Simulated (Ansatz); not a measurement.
Consider MgF$_{2}$.

The calculation's input:

```
crystal:
  lattice:
    - [4.625, 0.0, 0.0]
    - [0.0, 4.625, 0.0]
    - [0.0, 0.0, 3.052]
  atoms:
    - { symbol: Mg, position: [0.0, 0.0, 0.0] }
    - { symbol: Mg, position: [0.5, 0.5, 0.5] }
    - { symbol: F, position: [0.303, 0.303, 0.0] }
    - { symbol: F, position: [0.197, 0.803, 0.5] }
    - { symbol: F, position: [0.697, 0.697, 0.0] }
    - { symbol: F, position: [0.803, 0.197, 0.5] }
basis:
  ecutwfc: 420
kpoints:
  mp_grid: { grid: [6, 6, 8] }
hamiltonian:
  xc: lda
scf:
  occupations: { method: gaussian, width: 0.02 }
output:
  forces: true
  stress: true
  eigenvalues: true
  write_density: true
  write_potential: true
  elf: true
  volumetric_format: npy
relax:
  adjacent_minimum: "off"
  f_tol: 0.005
  max_steps: 80
  cell: { stress_tol: 0.05 }
```

Run with:

```sh
ansatz run input.yaml --threads 4 --pin off --max-ram 10240MiB --backend cpu --events-out ev --progress --plain --runs-dir out
```

Below, planes, directions and counts refer to the conventional cell (a = 4.56 Å, b = 4.56 Å, c = 3.01 Å, α = 90.00°, β = 90.00°, γ = 90.00°).

The fields are those of the relaxed geometry.

Space group P4₂/mnm.

Method: Ansatz 0.2.0, DFT LDA, scalar-relativistic, plane waves, PAW.

### Predict the valence pseudo-density and electron localisation function between the atoms.

Mg–F (1.95 Å): ρ at the midpoint is about 0.39 e/Å³; the ELF peaks at about 0.80 in the valence shell of F, 0.6 Å from its nucleus, and is about 0.20 at the midpoint: an ionic contact with no shared pair.

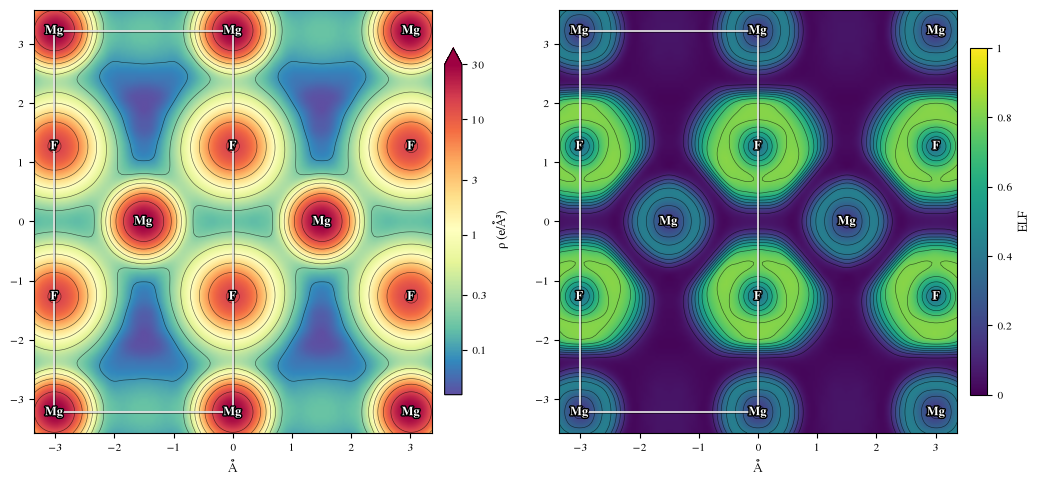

Computed valence pseudo-density and electron localisation function on the (11̄0) plane of the conventional cell, in this order. 

The density is the valence pseudo-density of a PAW calculation; it isn't the true density close to the nuclei.
